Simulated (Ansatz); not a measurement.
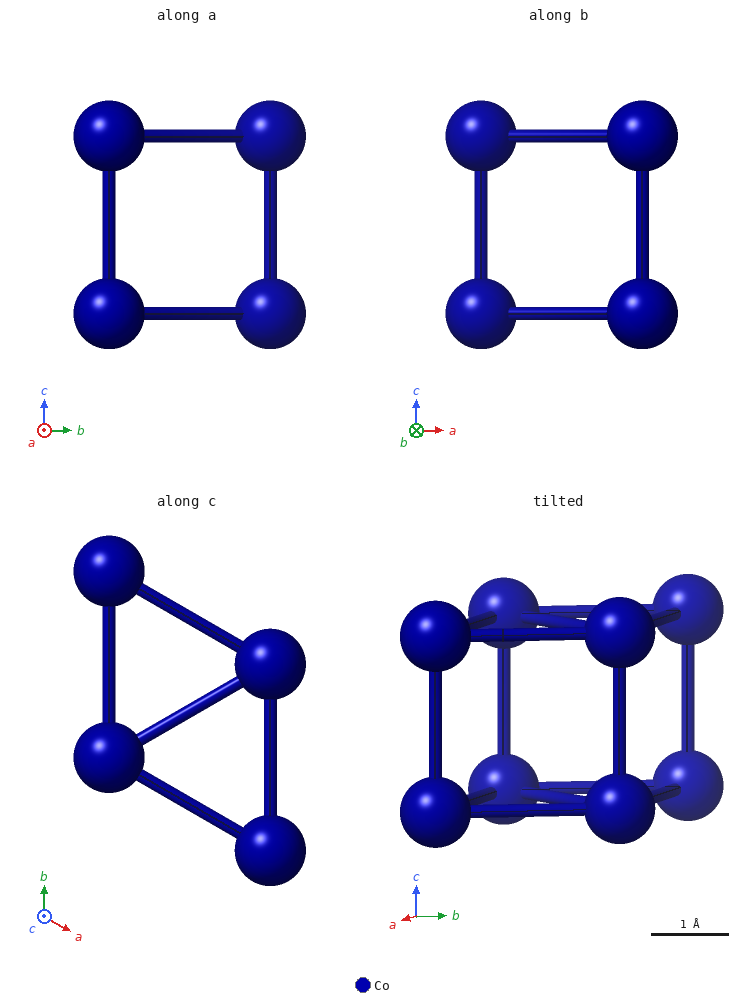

We look at a ball-and-stick model of the crystal along the a axis, along the b axis, along the c axis and slightly off an axis. One conventional unit cell is framed, with atoms on its boundary repeated.

Lattice parameters: a = 2.4327 Å, b = 2.4327 Å, c = 2.3189 Å, α = 90.000°, β = 90.000°, γ = 120.000°.

Transcribe the picture into a CIF in P1 with every atom of the cell.

```cif
data_structure
_symmetry_space_group_name_H-M 'P 1'
_symmetry_Int_Tables_number 1
_cell_length_a 2.4327
_cell_length_b 2.4327
_cell_length_c 2.3189
_cell_angle_alpha 90.000
_cell_angle_beta 90.000
_cell_angle_gamma 120.000
_cell_volume 11.88
loop_
_atom_site_label
_atom_site_type_symbol
_atom_site_fract_x
_atom_site_fract_y
_atom_site_fract_z
_atom_site_occupancy
Co1 Co 0.0000 0.0000 0.0000 1
```

Its origin is a textbook structure type filled with this element (whether it is the usual form wasn't checked). The picture shows the end point of a geometry optimisation with DFT r2SCAN, scalar-relativistic, plane waves, PAW in Ansatz.
